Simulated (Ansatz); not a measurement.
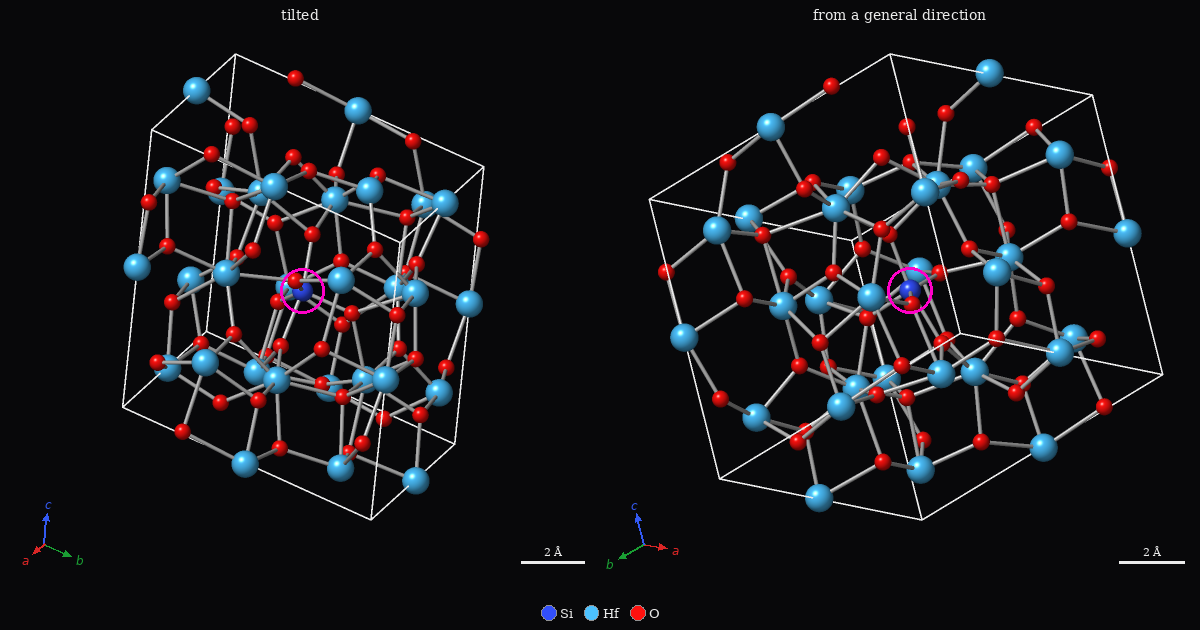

Crystal structure, ball-and-stick style, seen slightly off an axis and from a general direction. The frame is the supercell; atoms at its boundary are shown with their periodic copies. The host is HfO$_{2}$, in a cell of 48 sites, and the cell carries a charge of -1. A ring marks the defect's site.

What imperfection does the supercell contain?

Answer. Silicon on a hafnium site (a substitutional impurity). It is bonded to five O at about 1.7 to 1.9 Å. Not all metal-metal contacts are counted.

Starting structure: a structure listed in the Materials Project, repeated into a supercell with a point defect put in. Earlier steps of the study, as a rule a relaxation of our own, may have changed the cell and positions, so they can lie some per cent off the listed ones. It was set up as input for a calculation with Ansatz.
